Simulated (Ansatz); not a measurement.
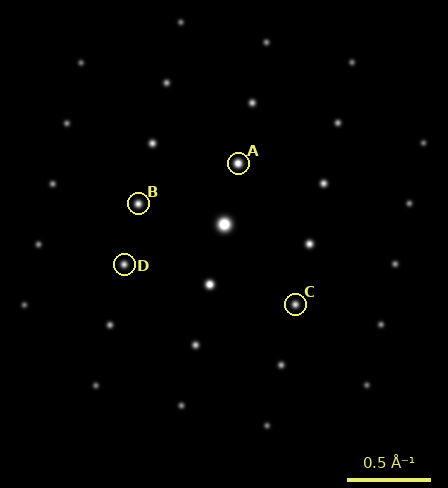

The pattern is a kinematic simulation for 120 kV electrons (no multiple scattering; isotropic B = 0.5 Å²). The zone axis points towards the electron source and the pattern is seen from the source side.

The sample is Ge, space group Pm-3m (No. 221), a = 2.669 Å. Structure: the end point of a relaxation with DFT, PBEsol, plane waves (420 eV) with PAW, scalar-relativistic in Ansatz; the starting structure was generated, so it need not be a known form of this composition.

```cif
data_structure
_symmetry_space_group_name_H-M 'Pm-3m'
_symmetry_Int_Tables_number 221
_cell_length_a 2.6686
_cell_length_b 2.6686
_cell_length_c 2.6686
_cell_angle_alpha 90.000
_cell_angle_beta 90.000
_cell_angle_gamma 90.000
_cell_volume 19.01
loop_
_atom_site_label
_atom_site_type_symbol
_atom_site_symmetry_multiplicity
_atom_site_Wyckoff_symbol
_atom_site_fract_x
_atom_site_fract_y
_atom_site_fract_z
_atom_site_occupancy
Ge1 Ge 1 a 0.00000 0.00000 0.00000 1
```

Spot A is indexed 0 0 -1 and spot B -1 1 0.

Q: Index the other marked spots.

A: C = −A − B = 1 -1 1 (d = 1.541 Å). D = −A + B = -1 1 1 (d = 1.541 Å).

Q: Find the zone axis.

A: The cross product of A and B is parallel to [110]; every spot obeys hu + kv + lw = 0.
